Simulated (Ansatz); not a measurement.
Mg₇I₁₆ (cell with a defect)

```
Mg I
1.0
     0.00000    7.14324    6.83418
     0.00000   -7.14324    6.83418
     8.24831    0.00000   -6.83418
Mg I
7 16
Direct
  0.25600 0.25021 0.50365
  0.74766 0.75344 0.50365
  0.37920 0.87920 0.25840
  0.50234 0.49656 0.99635
  0.99400 0.99979 0.99635
  0.12500 0.62500 0.75000
  0.87080 0.37080 0.24160
  0.92043 0.08517 0.25334
  0.54469 0.21329 0.99900
  0.04551 0.71182 0.00208
  0.66851 0.82254 0.75000
  0.79343 0.45973 0.49792
  0.29568 0.96429 0.50100
  0.41709 0.58183 0.24666
  0.16822 0.33673 0.75000
  0.70531 0.03671 0.50100
  0.32957 0.16483 0.24666
  0.83291 0.66817 0.25334
  0.45657 0.79027 0.00208
  0.58149 0.42746 0.75000
  0.08178 0.91327 0.75000
  0.20449 0.53818 0.49792
  0.95432 0.28571 0.99900
```

The calculation used DFT PBE+D3(BJ), scalar-relativistic, plane waves, PAW in Ansatz.

### What will maps of the valence pseudo-density and electron localisation function show?

Mg–I (2.86 Å): ρ is about 0.3 e/Å³ halfway; the ELF peaks at about 0.85 in the valence shell of I, 1.4 Å from its nucleus, and is about 0.80 at the midpoint.
Mg–I (2.94 Å): the density is about 0.26 e/Å³ at the midpoint, with its minimum of 0.14 e/Å³ about 1.1 Å from Mg; the ELF peaks at about 0.85 in the valence shell of I, 1.4 Å from its nucleus, and is about 0.80 at the midpoint.

### Metal or insulator at this level of theory?

It is metallic or semimetallic at this level of theory: no gap opens.

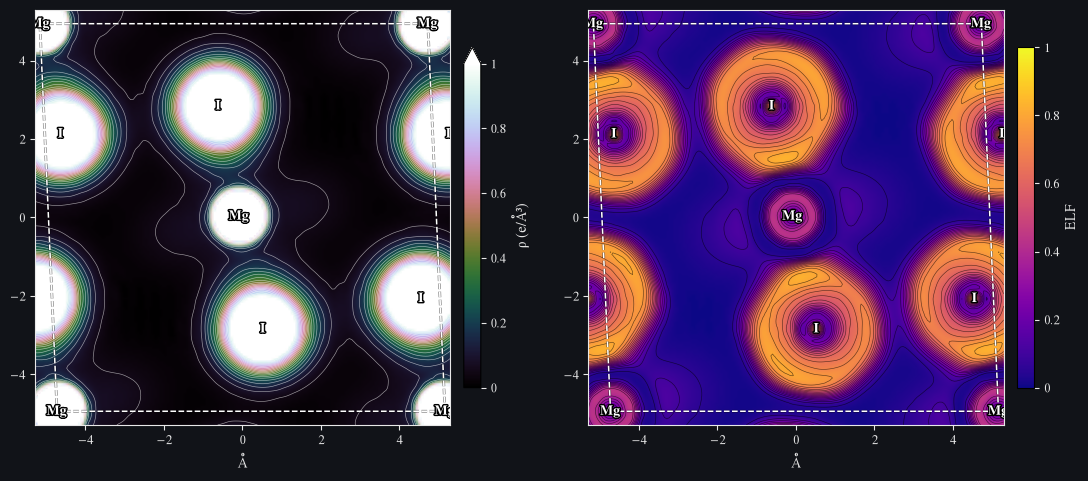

Computed valence pseudo-density and electron localisation function on the (001) plane of the calculation cell, in this order. 

The density is the valence pseudo-density of a PAW calculation; it isn't the true density close to the nuclei.
